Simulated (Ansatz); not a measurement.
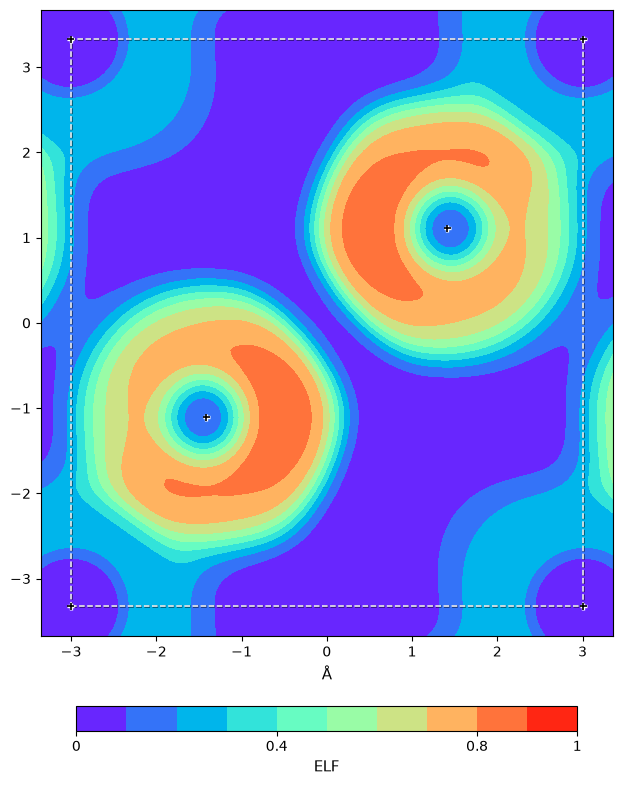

The electron localisation function on a plane through atoms (crosses mark nuclei in the plane).

Level of theory: DFT PBE+D3(BJ), scalar-relativistic, plane waves, PAW in Ansatz 0.2.0.

Candidates:
A. SnSe2, a = 3.84 Å, b = 3.84 Å, c = 6.01 Å, α = 90.00°, β = 90.00°, γ = 120.00°. Space group P-3m1.
B. WSe2, a = 3.28 Å, b = 3.28 Å, c = 7.01 Å, α = 90.00°, β = 90.00°, γ = 120.00°. Space group P-6m2; a structure from a database of computed crystals, not necessarily the ambient phase.

Which system is this?

Answer. Candidate A: SnSe2 on the (110) plane of the conventional cell, which holds Sn and Se. Sn–Se (2.73 Å): the ELF is about 0.60 at the midpoint.
